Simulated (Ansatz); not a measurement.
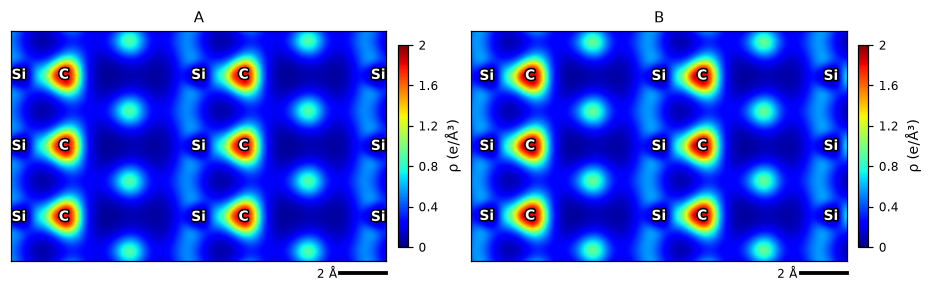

SiC. The valence electron density of two cells that differ in size and shape, on the (11̄0) plane of each (indices in the axes of the calculation cell), at one length scale and on one colour scale; one has 9.9 and the other 10.7 Å³ an atom.

These are results of Ansatz, DFT, PBE, plane-wave PAW, default files, scalar-relativistic, not measurements.

Core electrons are frozen (PAW), and the valence fields are smoothed inside the atomic spheres.

> Which panel shows the smaller cell, and what does the compression change?

Panel B is the smaller cell, by 7 % in volume. From the larger cell to the smaller, Si–C goes from 1.94 to 1.87 Å, and the density at its midpoint from 0.81 to 0.91 e/Å³; the pressure goes from −2.9 to 13 GPa; the Kohn–Sham gap goes from 1.9 eV to 2.0 eV.
